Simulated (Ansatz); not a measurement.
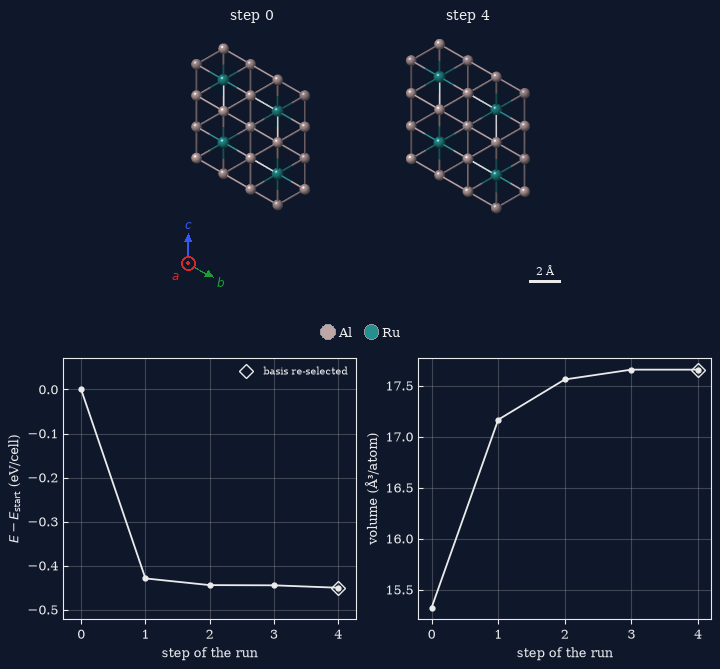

First and last geometry of a relaxation of solid Al₃Ru (a generated structure, set up in Im-3m) (coarse preliminary run), with the history of the run. Style: ball-and-stick. Shown: the cell of the calculation, along the a axis.

Computed with DFT PBE, scalar-relativistic, plane waves, PAW in Ansatz.

Input
```yaml
crystal:
  lattice:
    - [-2.48387637, 2.48387637, 2.48387637]
    - [2.48387637, -2.48387637, 2.48387637]
    - [2.48387637, 2.48387637, -2.48387637]
  atoms:
    - { symbol: Al, position: [0.0, 0.5, 0.5] }
    - { symbol: Al, position: [0.5, 0.0, 0.5] }
    - { symbol: Al, position: [0.5, 0.5, 0.0] }
    - { symbol: Ru, position: [0.0, 0.0, 0.0] }
basis:
  ecutwfc: 420
kpoints:
  mp_grid: { grid: [6, 6, 6] }
hamiltonian:
  xc: pbe
scf:
  occupations: { method: gaussian, width: 0.1 }
  lower_state_search: "off"
output:
  forces: true
  stress: true
  eigenvalues: true
relax:
  adjacent_minimum: "off"
  f_tol: 0.04
  max_steps: 70
  cell: { stress_tol: 0.4 }
```

Command:
```bash
ansatz run input.yaml --threads 1 --pin off --max-ram 2560MiB --backend cpu --events-out ev --progress --plain --runs-dir out
```

Read the history and describe the run.

Answer. It converged. Over 3 accepted moves (4 points after the start) the energy falls by 0.450 eV per cell of the calculation. All forces vanish by symmetry, so only the cell relaxes. The pressure goes from 17.35 to 0.09 GPa. The SCF was repeated once at an unchanged geometry on a basis and grid sized afresh for the cell, which shifted the energy by 5.5 meV per cell of the calculation at most. No atom moves by more than 0.005 Å relative to the cell. The volume changes by +15.2 %, with a = b = c 4.302 → 4.510 Å (+4.8 %). Some distances before and after: Al1–Al2 2.484 → 2.604 Å, Al1–Ru4 2.484 → 2.604 Å. The space group stays Im-3m (No. 229). Cost: 5.5 s on 1 thread of Arm Neoverse V2, with other jobs on the host, peak memory 0.32 GiB.
